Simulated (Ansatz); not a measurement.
# C: single-point calculation

System: C (R-3m, 4 atoms in the cell).
Method: DFT, PBEsol, plane waves, PAW, no spin polarisation (Ansatz 0.2.0).

The structure derives from an entry of the Crystallography Open Database. Some settings of this run were made unusual or wrong on purpose.

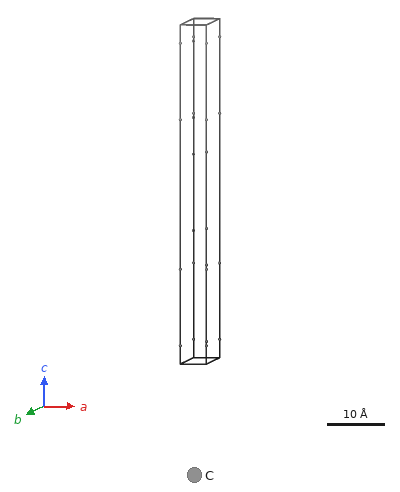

*The structure as given in the input (ball-and-stick view of the cell 3 times as large as that of the calculation, set on its symmetry axes, seen at an oblique angle). An atom can appear more than once, as a periodic image.*

The input:
```yaml
crystal:
  lattice:
    - [2.32334037, 1.34138119, 21.04158123]
    - [-2.32334037, 1.34138119, 21.04158123]
    - [0.0, -2.68276238, 21.04158123]
  atoms:
    - { symbol: C, position: [0.0540610221, 0.0540610221, 0.0540610221] }
    - { symbol: C, position: [0.9459389779, 0.9459389779, 0.9459389779] }
    - { symbol: C, position: [0.2792618812, 0.2792618812, 0.2792618812] }
    - { symbol: C, position: [0.7207381188, 0.7207381188, 0.7207381188] }
basis:
  ecutwfc: 420
kpoints:
  mp_grid: { grid: [18, 18, 18] }
hamiltonian:
  xc: pbesol
scf:
  occupations: { method: gaussian, width: 0.1 }
  max_iter: 100
output:
  forces: true
  eigenvalues: true
  stress: true
```

Run as:
```bash
ansatz run input.yaml --threads 2 --pin off --max-ram 5120MiB --backend cpu --events-out ev --progress --plain --runs-dir out
```

What the program printed:
```
basis.fft_grid_basis auto: the FFT boxes are laid along the combinations [[1, 0, -1], [0, 1, -1], [0, 0, 1]] of the cell's own vectors, 4.647, 4.647 and 21.212 Å long. The dense box has 32×32×144 points. Along the cell's own vectors, as sized, it would have 144×144×144, 20.25 times as many. Of the 12 symmetry operations that the crystal satisfies within crystal.symmetry.tolerance (time reversal apart; of a slab, those that keep its plane) the dense box along the cell's own vectors carries 12, and the one as laid loses 8 of those. basis.fft_grid_basis: typed keeps the cell's own vectors: state it where this run's energies or levels are differenced outside the engine with another run's, or held beside a run that keeps those vectors.
Engine: ansatz 0.2.0, x86_64-unknown-linux-gnu
Pseudopotentials: kind: paw
Pseudopotential: C, paw, valence charge 4, recommended cutoff 420 eV (normal), C.paw.azcp
Functional definition: PBEsol
  exchange = pbesol_x
  correlation = pbesol_c
Crystal: 4 atoms, lattice volume = 393.455 Å³
Basis set: ecut = 420 eV, 7745 PW (Γ), FFT grids on a1−a3, a2−a3, a3, exchange–correlation on 64×64×288 points (8 copies of the dense FFT grid, shifted against one another)
Bands: 12, of which v1, the nominal top of the filled ones, is band 8 counted from 1 (7 counted from 0)
Symmetry: 12 space group operations
Space group: R-3m (ITA 166), of the structure as read, at distance tolerance 7.3e-5 Å
k-points: 580 of 5832
Non-local potential: C, projectors of the file, l = 0: 2, l = 1: 2, l = 2: 1
PAW form: soft (Blöchl's): semilocal exchange-correlation on the pseudo side does not see the compensation charge
PAW frozen core: C, regenerated for the run's functional, and the local potential with it (the file was generated under x = pbe(κ = 0.804, μ = 0.2195149727645171), c = pbe(β = 0.06672455060314922))
PAW one-centre angular grid: C, 110 points (default); XC on 64 Gauss nodes
Initial density: superposition of atomic densities (neutral atoms: chi_scale 0, normalization atom), corrected by the library's trained network
Initial wavefunctions: pseudopotential atomic-orbital guess
Functional: x = pbesol(κ = 0.804, μ = 0.12345679012345678), c = pbesol(β = 0.046)
SCF iter   1: F=—  HF=-957.578728 eV  |F-HF|=—  |Δ(HF+E_count)|=         —  Δρ=2.98e-3  dr2=2.19e-2  ethr=1.77e-3  ⟨swp⟩=3.9  Hψ=29606  notcnv=0
preconditioner: auto → LDOS  [metal: Δε(μ)=0.017 eV  Ē_g=4.866 eV  σ=0.100 eV  W_gap=0.09  n_scr=22 (ndim 8)  ℏωp=7.5 eV  f_vac=0.628  D(μ)=11.04/eV (n_scr^D=80)  β→1.0]
SCF iter   2: F=—  HF=-957.586346 eV  |F-HF|=—  |Δ(HF+E_count)|=   7.62e-3  Δρ=1.17e-3  dr2=2.58e-3  ethr=1.37e-4  ⟨swp⟩=2.1  Hψ=15779  notcnv=0
SCF iter   3: F=—  HF=-957.586576 eV  |F-HF|=—  |Δ(HF+E_count)|=   2.29e-4  Δρ=2.76e-4  dr2=3.23e-4  ethr=1.61e-5  ⟨swp⟩=1.0  Hψ=6960  notcnv=0
SCF iter   4: F=—  HF=-957.586602 eV  |F-HF|=—  |Δ(HF+E_count)|=   2.63e-5  Δρ=8.84e-5  dr2=4.99e-5  ethr=2.02e-6  ⟨swp⟩=2.5  Hψ=12178  notcnv=0
SCF iter   5: F=—  HF=-957.586647 eV  |F-HF|=—  |Δ(HF+E_count)|=   4.51e-5  Δρ=2.71e-5  dr2=4.06e-6  ethr=3.12e-7  ⟨swp⟩=2.9  Hψ=12394  notcnv=0
SCF iter   6: F=—  HF=-957.586647 eV  |F-HF|=—  |Δ(HF+E_count)|=   1.30e-7  Δρ=1.59e-5  dr2=9.56e-7  ethr=2.54e-8  ⟨swp⟩=2.7  Hψ=12376  notcnv=0
SCF iter   7: F=-957.586647 eV  HF=-957.586647 eV  |F-HF|=4.98e-8  |Δ(HF+E_count)|=   5.15e-9  Δρ=1.63e-6  dr2=9.00e-9  ethr=6.25e-10  ⟨swp⟩=3.0  Hψ=26249  notcnv=0
SCF 1 converged in 7 iterations: F = -957.586647 eV  dr2 = 9.00e-9
  greatest PAW one-centre occupation: 0.762 electrons in one spin orbital (limit 2), on the C atom at site 3 (counted from 0), in its partial waves of l = 0
```

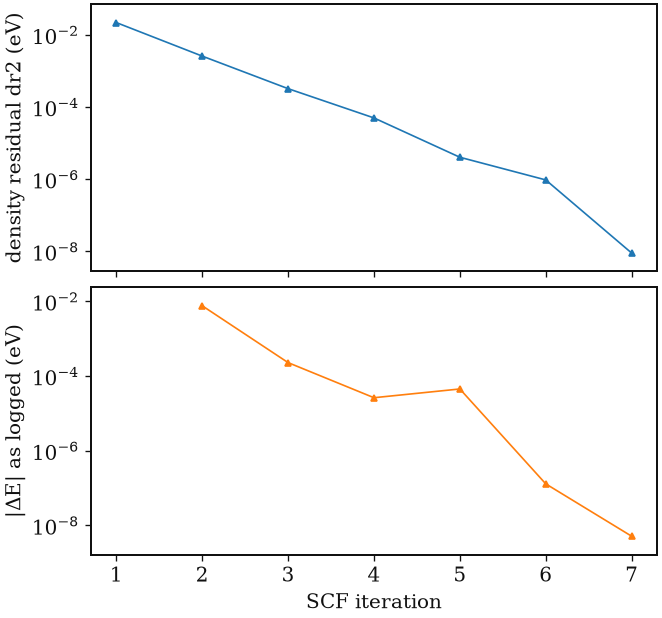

*Convergence of the self-consistent field: density residual dr2 and size of the energy change against the SCF iteration.*

The residual falls at every step.

```
SCF converged after 7 iterations
Free energy (F): -957.586647 eV
Harris-Foulkes:  -957.586647 eV  (|F-HF|=4.98e-8)
Internal energy: -957.532566 eV  (E = F + TS)
E sigma→0 (E₀):  -957.559606 eV
Entropy (-TS):   -0.054082 eV (-13.520 meV/atom)
Fermi energy:    -4.841170 eV
--- Per-component energies (eV) ---
  E_band       = -145.860062
  E_kinetic    = 272.201439
  E_local      = -1648.132565  (includes V_loc(G=0)·N_el)
  E_nonlocal   = 114.369077
  E_hartree    = 664.679372
  E_xc         = -162.205038
  E_vxc        = -199.015589  (∫ρ·V_xc dr)
  E_paw        = -371.683281  (= ΣΔE_a)
  E_vpaw       = -14.642284  (= ΣTr[D̂ρ^β])
  E_aug_tail   = 0.000000  (compensation charges beyond the density's cutoff)
  E_ewald      = 173.154029
  E_core_change = 0.084402  (= ΣΔE_core)
  E_smearing   = -0.054082  (= −TS)
  E_closure    = -0.000000  (closes the sum)
  Σ components = -957.586647   (vs F -957.586647, Δ=0.00e0)
--- Forces (eV/Å), atoms counted from 1 ---
  atom   1  C     -0.00000000    -0.00000000    -0.00079586
  atom   2  C      0.00000000     0.00000000     0.00079586
  atom   3  C     -0.00000000    -0.00000000    -0.00015240
  atom   4  C      0.00000000     0.00000000     0.00015240
  max |Σ_I F_I| component: 1.08e-19 eV/Å
--- Stress (GPa, compression-positive) ---
       -5.966450       0.000000      -0.000000
        0.000000      -5.966450       0.000000
       -0.000000       0.000000      -0.001709
  P = ⅓ Tr σ = -3.9782 GPa (-39.782 kbar)
--- Band table (eV; the first three rows and the last of 580) ---
  k-point 0: bands = ["-14.0183", "-14.0179", "-11.2751", "-11.2751", "-5.3569", "-5.3569", "-5.3568", "-5.3568", "-5.3258", "-5.3071", "-3.3918", "-3.3912"]
  k-point 1: bands = ["-14.0044", "-14.0041", "-11.3031", "-11.3030", "-5.3741", "-5.3739", "-5.3371", "-5.3369", "-5.3133", "-5.2949", "-3.4059", "-3.4053"]
  k-point 2: bands = ["-13.9631", "-13.9628", "-11.3841", "-11.3841", "-5.4219", "-5.4217", "-5.2819", "-5.2817", "-5.2764", "-5.2585", "-3.4477", "-3.4469"]
  k-point 579: bands = ["-14.0183", "-14.0179", "-11.2751", "-11.2751", "-5.3568", "-5.3568", "-5.3566", "-5.3566", "-5.3257", "-5.3071", "-3.3917", "-3.3909"]
```

Outcome:

| quantity | value |
| --- | --- |
| outcome | converged |
| space group (tolerance 0.01 Å) | R-3m (166) |
| electrons treated | 16 |
| free energy | −957.5866 eV |
| Fermi energy | −4.841 eV |
| gap on the k-point mesh | none (metallic) |
| pressure | −3.98 GPa |
| largest force (length of the vector) | 0.001 eV/Å |
| hardware | 2 threads of Intel Xeon (Granite Rapids), 32 GiB of memory available, shared host |
| wall time | 30 s (CPU time 60 s) |
| peak memory | 2.4 GiB |

Diagnosis:

This input holds a deliberate fault: a lattice typed in bohr (`crystal.lattice`). Numbers in bohr are read as ångström, so the cell is 1.89 times too large and the atoms hardly bond. The program still converged, but the numbers can't be taken as results for the intended system.
